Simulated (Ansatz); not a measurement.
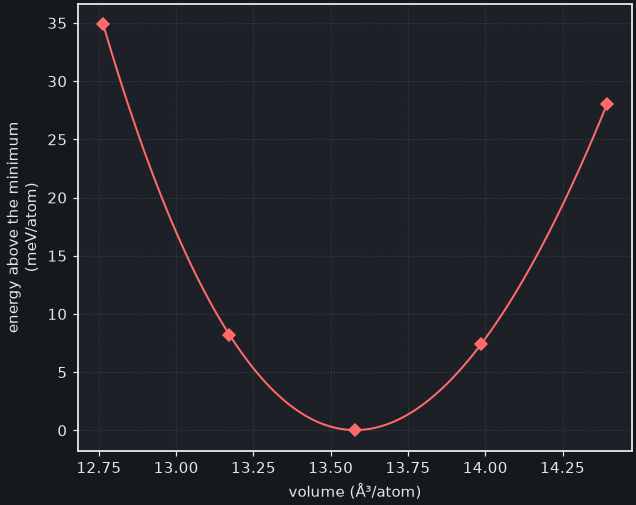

The figure shows the energy above the minimum against volume.

Computed with Ansatz 0.2.0: third-order Birch-Murnaghan fit to density functional energies at scaled volumes of the given relaxed cell, shape and atoms relaxed at each volume; energies count from the fitted minimum; plane waves with PAW datasets, Γ-centred k mesh. Level: PBE, no spin polarisation.

For which of these solids was it computed?
A. TiAl₃, I4/mmm (No. 139)
B. CsBr, Pm-3m (No. 221)
C. Si₂Mo, I4/mmm (No. 139)
D. Nb₃Sn, Pm-3n (No. 223)

C, Si₂Mo: energy above the minimum from 0.0 meV/atom to 34.9 meV/atom, V0 13.58 Å³/atom, B0 204 GPa. The others give: TiAl₃, energy above the minimum from 0.0 meV/atom to 20.9 meV/atom, V0 15.93 Å³/atom, B0 106 GPa; Nb₃Sn, energy above the minimum from 0.0 meV/atom to 38.0 meV/atom, V0 18.81 Å³/atom, B0 162 GPa; CsBr, energy above the minimum from 0.0 meV/atom to 6.7 meV/atom, V0 42.3 Å³/atom, B0 12.2 GPa.
